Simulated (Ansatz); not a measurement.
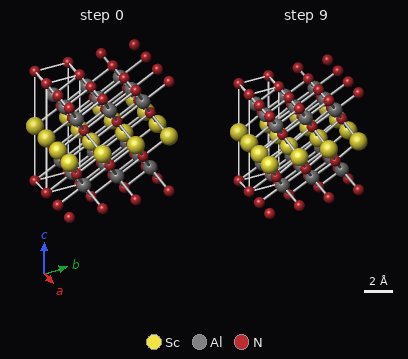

The structure of crystalline ScAl₂N₃ (a generated structure, set up in P-3m1) (coarse preliminary run) before (left) and after (right) a relaxation, at one scale.

A ball-and-stick model of the cell of the calculation, repeated 3 × 3 × 1 with one cell outlined, seen slightly off an axis.

Computed with DFT PBE, scalar-relativistic, plane waves, PAW in Ansatz 0.2.0.

Input
```yaml
crystal:
  lattice:
    - [3.36109966, 0.0, 0.0]
    - [-1.68054983, 2.91079769, 0.0]
    - [0.0, 0.0, 8.23297915]
  atoms:
    - { symbol: Sc, position: [0.0, 0.0, 0.5] }
    - { symbol: Al, position: [0.66666667, 0.33333333, 0.83333333] }
    - { symbol: Al, position: [0.33333333, 0.66666667, 0.16666667] }
    - { symbol: "N", position: [0.33333333, 0.66666667, 0.66666667] }
    - { symbol: "N", position: [0.66666667, 0.33333333, 0.33333333] }
    - { symbol: "N", position: [0.0, 0.0, 0.0] }
basis:
  ecutwfc: 420
kpoints:
  mp_grid: { grid: [6, 6, 2] }
hamiltonian:
  xc: pbe
scf:
  occupations: { method: gaussian, width: 0.1 }
  lower_state_search: "off"
output:
  forces: true
  stress: true
  eigenvalues: true
relax:
  adjacent_minimum: "off"
  f_tol: 0.04
  max_steps: 70
  cell: { stress_tol: 0.4 }
```

Command:
```bash
ansatz run input.yaml --threads 1 --pin off --max-ram 2560MiB --backend cpu --events-out ev --progress --plain --runs-dir out
```

### Summarise the run.

The energy falls by 652 meV per atom in 7 accepted moves (9 points after the start). Largest force component: 0.8 eV/Å at the start, 0.00077 eV/Å at the end. The pressure goes from −37.25 to 0.00 GPa. The SCF was repeated twice at an unchanged geometry on a basis and grid sized afresh for the cell, which shifted the energy by 2.3 meV per atom at most. The largest moves relative to the cell, 0.13 Å, are those of N4 and N5. N5 goes along −c. Largest moves by element: N 0.13 Å, Al 0.05 Å. Sc stays in place. The volume changes by −29.5 %, with a = b 3.361 → 2.997 Å (−10.8 %), c 8.233 → 7.306 Å (−11.3 %). Some distances before and after: Sc1–Sc1 3.361 → 2.997 Å, Al2–N4 2.377 → 2.070 Å, Al2–N6 2.377 → 2.090 Å, Sc1–N4 2.377 → 2.191 Å. Bond angles that change, for instance: Sc1–N4–Al2 180.0° → 175.5°, N4–Sc1–N5 90.0° → 93.7°, Sc1–N4–Sc1 90.0° → 86.3°. The space group stays P-3m1 (No. 164).
